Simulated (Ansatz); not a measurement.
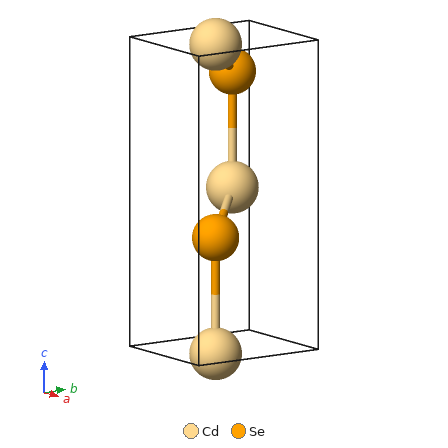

System: CdSe, space group P6_3mc (No. 186). The picture shows the cell.

Starting cell:
```xyz
4
Lattice="4.2985 0.0000 0.0000 -2.1492 3.7226 0.0000 0.0000 0.0000 7.0152" Properties=species:S:1:pos:R:3 pbc="T T T"
Cd    2.1492    1.2409    0.0000
Cd    0.0000    2.4817    3.5076
Se    2.1492    1.2409    2.6307
Se    0.0000    2.4817    6.1383
```

Method: biaxial strain in the xy plane and strain along z of a crystal, fractional coordinates fixed, by plane-wave density functional theory with PAW datasets, free energies less that of the undisturbed cell (Ansatz 0.2.0). Level: r2SCAN, no spin polarisation.

wave cutoff 500 eV; k mesh 6×6×4; occupations Gaussian; smearing width 0.05 eV; k shift (0, 0, 0) (mesh steps); start as given.

Describe the result: the map of the energy change over strain zz and strain xx = yy. The grid: strain zz −0.05, −0.025, 0, 0.025, 0.05 ; strain xx = yy −0.05, −0.025, 0, 0.025, 0.05.

At the origin a neighbouring grid point lies 1 meV/atom lower, so the given structure isn't at the minimum of this landscape. The energy change is least, −1 meV/atom, at strain zz of 0.025 and strain xx = yy of 0 (and at symmetry-related or equal points), and largest, 176 meV/atom, at strain zz of −0.05 and strain xx = yy of −0.05. Near the origin the softest direction lies along strain zz, turned by about 15° so that strain xx = yy takes the opposite sign; the curvature across the valley is 2.7 times that along it.

Energy change (meV/atom); rows strain xx = yy, columns strain zz:
```csv
,-0.05,-0.025,0,0.025,0.05
-0.05,176,130,102,90,88
-0.025,90,51,31,24,29
0,47,15,0,-1,9
0.025,38,11,2,6,20
0.05,55,33,28,36,55
```

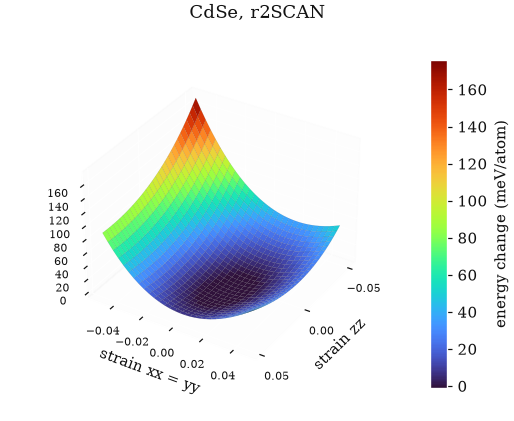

Caveats: reference crystal is not relaxed.
